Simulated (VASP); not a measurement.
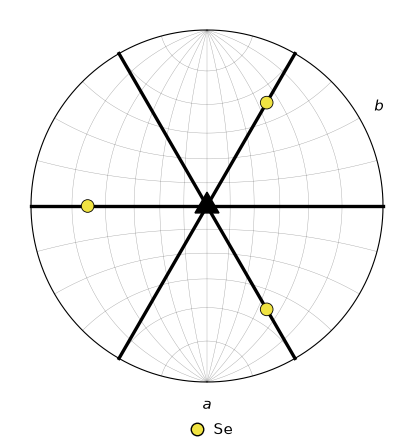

Directions from one indium atom at (2/3, 1/3, 0.843) to its bonded neighbours, in stereographic projection down c (filled: above the plane of the page or in it, open: below). Crystal: InSe, an entry of the Crystallography Open Database, as set up for an electronic-structure calculation. All values are computed from the atomic coordinates in the standard setting (tolerance 0.002 Å).

Neighbours are counted up to 3.20 Å for Se. The symmetry elements of the site are drawn in: heavy lines are mirror planes (a heavy rim: a mirror in the plane of the page); lens, triangle, square and hexagon are 2-, 3-, 4- and 6-fold axes, a lens in an open square is −4, a triangle in an open hexagon −6; thin dashed diameters join the ends of axes that lie in the page; a small open circle marks inversion.

```
In Se
1.0
     4.05000    0.00000    0.00000
    -2.02500    3.50740    0.00000
     0.00000    0.00000   16.93000
In Se
4 4
Direct
  0.66667 0.33333 0.84300
  0.33333 0.66667 0.34300
  0.66667 0.33333 0.65700
  0.33333 0.66667 0.15700
  0.66667 0.33333 0.39800
  0.33333 0.66667 0.89800
  0.66667 0.33333 0.10200
  0.33333 0.66667 0.60200
```

### How many neighbours are there, and at what angles?

3: 3 Se at 2.52 Å. Angles between bonds: 107° (3×).

### What is the site's symmetry in the crystal?

Point group 3m (C3v), order 6: one threefold axis, three mirror planes. In P6₃/mmc (No. 194) this is Wyckoff position 4f.
